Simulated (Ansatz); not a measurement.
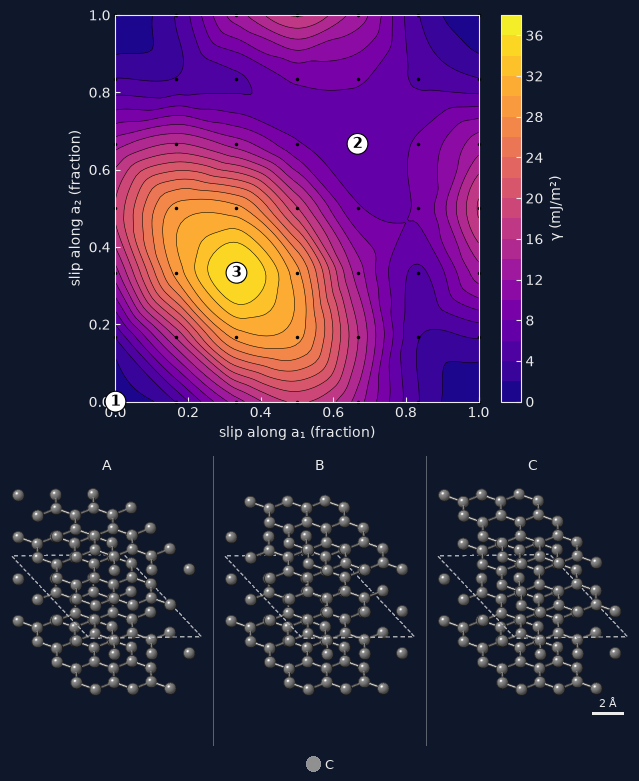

Crystalline C (R-3m): the crystal above a cut along the (0 0 1) plane of the conventional cell (between a plane of C below and one of C above, 3.60 Å apart) is slid rigidly over the whole in-plane cell (a gamma surface). One cut stands in each cell, which starts 10.8 Å high; nothing is relaxed, and the dashed outline marks the cut. The map is interpolated between the computed points (dots). The frames are shuffled; each belongs to one numbered point. The picture is a ball-and-stick view of the layers on both sides of the cut, seen obliquely from above.

Level of theory: DFT PBEsol, scalar-relativistic, plane waves, PAW in Ansatz 0.2.0. Settings: plane-wave cutoff 420 eV; k-point mesh 15 × 15 × 3; occupations gaussian; smearing width 0.05 eV; no spin polarisation. Energies (free energies at the smearing named) are counted from the relaxed crystal.

**Which frame belongs to which numbered point?**

Point 1 is frame C, at (0.000, 0.000) and 0.0 mJ/m²; 2 is frame A, at (0.667, 0.667) and 7.0 mJ/m²; 3 is frame B, at (0.333, 0.333) and 36.3 mJ/m². The corners are the perfect crystal. The highest computed fault energy is 36.3 mJ/m² at (0.33, 0.33), and the lowest away from the corners 4.1 mJ/m² at (0.00, 0.17). Relaxation across the fault would lower these values. The band gap on the mesh, 0.44 eV in the reference, closes at 2 of the 10 computed points.
